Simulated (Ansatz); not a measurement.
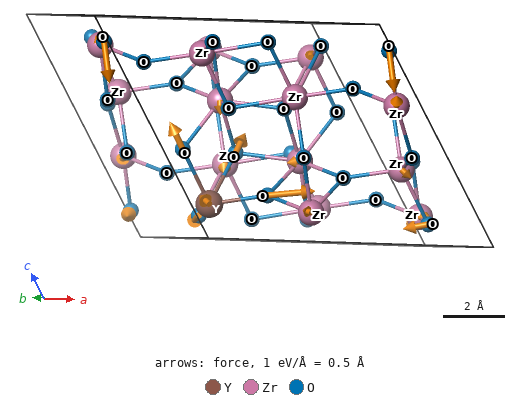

Starting geometry of a defect cell of composition YZr15O32 (cell charge −1) with the computed forces as orange arrows. Style: ball-and-stick. Shown: the cell of the calculation, from a free direction.

Theory: Ansatz 0.2.0, DFT, PBE, plane-wave PAW, default files, scalar-relativistic, frozen cores.

The input:
```yaml
crystal:
  lattice:
    - [-5.9884847908, 5.20869, 5.241990369]
    - [4.2955952092, -5.20869, 5.241990369]
    - [5.9884847908, 5.20869, -5.241990369]
  atoms:
    - { symbol: "Y", position: [0.1238, 0.24205, 0.15685] }
    - { symbol: Zr, position: [0.6238, 0.74205, 0.15685] }
    - { symbol: Zr, position: [0.6238, 0.24205, 0.65685] }
    - { symbol: Zr, position: [0.1238, 0.74205, 0.65685] }
    - { symbol: Zr, position: [0.4148, 0.50795, 0.63175] }
    - { symbol: Zr, position: [0.9148, 0.00795, 0.63175] }
    - { symbol: Zr, position: [0.9148, 0.50795, 0.13175] }
    - { symbol: Zr, position: [0.4148, 0.00795, 0.13175] }
    - { symbol: Zr, position: [0.8762, 0.75795, 0.84315] }
    - { symbol: Zr, position: [0.3762, 0.25795, 0.84315] }
    - { symbol: Zr, position: [0.3762, 0.75795, 0.34315] }
    - { symbol: Zr, position: [0.8762, 0.25795, 0.34315] }
    - { symbol: Zr, position: [0.5852, 0.49205, 0.36825] }
    - { symbol: Zr, position: [0.0852, 0.99205, 0.36825] }
    - { symbol: Zr, position: [0.0852, 0.49205, 0.86825] }
    - { symbol: Zr, position: [0.5852, 0.99205, 0.86825] }
    - { symbol: O, position: [0.33875, 0.20775, 0.2044] }
    - { symbol: O, position: [0.83875, 0.70775, 0.2044] }
    - { symbol: O, position: [0.83875, 0.20775, 0.7044] }
    - { symbol: O, position: [0.33875, 0.70775, 0.7044] }
    - { symbol: O, position: [0.49665, 0.54225, 0.881] }
    - { symbol: O, position: [0.99665, 0.04225, 0.881] }
    - { symbol: O, position: [0.99665, 0.54225, 0.381] }
    - { symbol: O, position: [0.49665, 0.04225, 0.381] }
    - { symbol: O, position: [0.66125, 0.79225, 0.7956] }
    - { symbol: O, position: [0.16125, 0.29225, 0.7956] }
    - { symbol: O, position: [0.16125, 0.79225, 0.2956] }
    - { symbol: O, position: [0.66125, 0.29225, 0.2956] }
    - { symbol: O, position: [0.50335, 0.45775, 0.119] }
    - { symbol: O, position: [0.00335, 0.95775, 0.119] }
    - { symbol: O, position: [0.00335, 0.45775, 0.619] }
    - { symbol: O, position: [0.50335, 0.95775, 0.619] }
    - { symbol: O, position: [0.6188, 0.46505, 0.60435] }
    - { symbol: O, position: [0.1188, 0.96505, 0.60435] }
    - { symbol: O, position: [0.1188, 0.46505, 0.10435] }
    - { symbol: O, position: [0.6188, 0.96505, 0.10435] }
    - { symbol: O, position: [0.1393, 0.28495, 0.40375] }
    - { symbol: O, position: [0.6393, 0.78495, 0.40375] }
    - { symbol: O, position: [0.6393, 0.28495, 0.90375] }
    - { symbol: O, position: [0.1393, 0.78495, 0.90375] }
    - { symbol: O, position: [0.3812, 0.53495, 0.39565] }
    - { symbol: O, position: [0.8812, 0.03495, 0.39565] }
    - { symbol: O, position: [0.8812, 0.53495, 0.89565] }
    - { symbol: O, position: [0.3812, 0.03495, 0.89565] }
    - { symbol: O, position: [0.8607, 0.71505, 0.59625] }
    - { symbol: O, position: [0.3607, 0.21505, 0.59625] }
    - { symbol: O, position: [0.3607, 0.71505, 0.09625] }
    - { symbol: O, position: [0.8607, 0.21505, 0.09625] }
total_charge: -1
kpoints:
  mp_grid: { grid: [3, 4, 3] }
scf:
  occupations: { method: fermi_dirac, width: 0.01 }
hamiltonian:
  xc: pbe
  pseudopotentials: { kind: paw, frozen_core: stored }
output:
  forces: true
  stress: true
  populations: true
  efg: { quadrupole_moments_barn: { Zr: -0.176, O: -0.02558 } }
  write_density: true
  write_potential: true
  elf: true
  volumetric_format: npy
relax:
  f_tol: 0.02
  max_steps: 50
```

Launched with:
```bash
ansatz run input.yaml --threads 4 --pin off --max-ram 8192MiB --backend cpu --events-out ev --progress --plain --runs-dir out
```

### Is this structure relaxed? If not, where do the atoms go?

It isn't relaxed: the largest force vector, on O17, is 3.39 eV/Å. The final displacements follow the starting forces only in part (cosine between the two patterns 0.64). O17 moves most: 0.13 Å roughly along [1 0 1]. Largest moves by element: O 0.13 Å, Zr 0.04 Å, Y 0.02 Å. The lattice vectors keep their values. Among the contacts that change: Y1–O30 2.158 → 2.288 Å, Y1–O17 2.049 → 2.172 Å, Y1–O37 2.179 → 2.293 Å, Y1–O22 2.062 → 2.166 Å. Among the angles between lasting bonds that change: Zr9–O30–Zr14 145.0° → 151.0°, Zr4–O45–Zr13 132.1° → 136.6°, Y1–O30–Zr14 110.1° → 105.9°. Over 5 geometry steps the energy falls by 0.920 eV per cell of the calculation. The largest force component goes from 2.5 to 0.0052 eV/Å. The run took 4.8 min on 4 threads of Intel(R) Xeon(R) 6975P-C (Granite Rapids), on a shared host, peak memory 4.4 GiB.

Limits of the set-up: the cell is charged, on a uniform background, and energies carry no finite-size correction.
